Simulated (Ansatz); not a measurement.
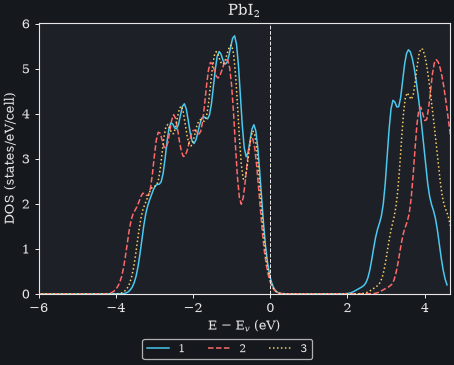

Total densities of states of PbI2, space group P-3m1 (No. 164), 3 atoms in the cell, 1T (CdI2) bulk type, epitaxial (xy) strain −1.5%, by three methods on the same cell. The curves are built from the levels of the k mesh with Gaussians 0.3 eV wide, which also blur the band edges. Each is counted from its own valence-band top.

> Which curve is which? The methods: PBE, HSE06, r2SCAN.

1 is PBE; 2 is HSE06; 3 is r2SCAN. PBE gives a gap of 2.25 eV, HSE06 gives a gap of 2.95 eV and r2SCAN gives a gap of 2.66 eV.

Settings. PBE: DFT, PBE, plane waves, PAW, no spin polarisation, 6×6×4 k mesh, 420 eV cutoff, Fermi-Dirac smearing of 0.02 eV (Ansatz). HSE06: DFT, HSE06, plane waves, PAW, no spin polarisation, 6×6×4 k mesh, 420 eV cutoff (Ansatz 0.2.0). r2SCAN: DFT, r2SCAN, plane waves, PAW, no spin polarisation, 6×6×4 k mesh, 500 eV cutoff (Ansatz).

Spin-orbit coupling is left out, which matters for Pb and I.
